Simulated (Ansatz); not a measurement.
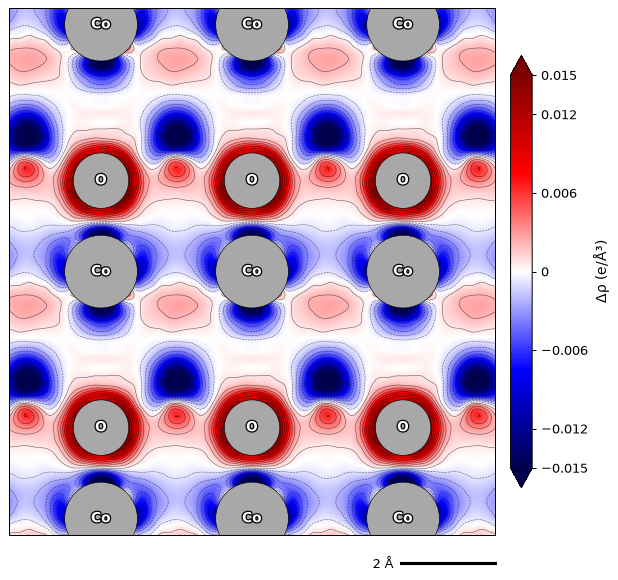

CoO. Difference of the valence pseudo-densities of two functionals at the same geometry, on the (100) plane of the calculation cell: one of LDA and PBEsol less the other.

Space group P6₃mc; a structure from a database of computed crystals, not necessarily the ambient phase; spin-polarised.

Both computed with Ansatz (plane waves, PAW), on the same k-point mesh. Grey discs cover the atomic cores.

```
Co O
1.0
     3.19765    0.00000    0.00000
    -1.59882    2.76924    0.00000
     0.00000    0.00000    5.22871
Co O
2 2
Direct
  0.00000 0.00000 0.00347
  0.33333 0.66667 0.50336
  0.00000 0.00000 0.37161
  0.33333 0.66667 0.87156
```

Q: Which was subtracted from which, and what does the map show?

A: It is PBEsol less LDA. Against LDA, PBEsol gives more density around O (+0.009 e/Å³ on average at 0.7 Å from the nucleus) and a change of −0.006 e/Å³ at the midpoint of Co–O.
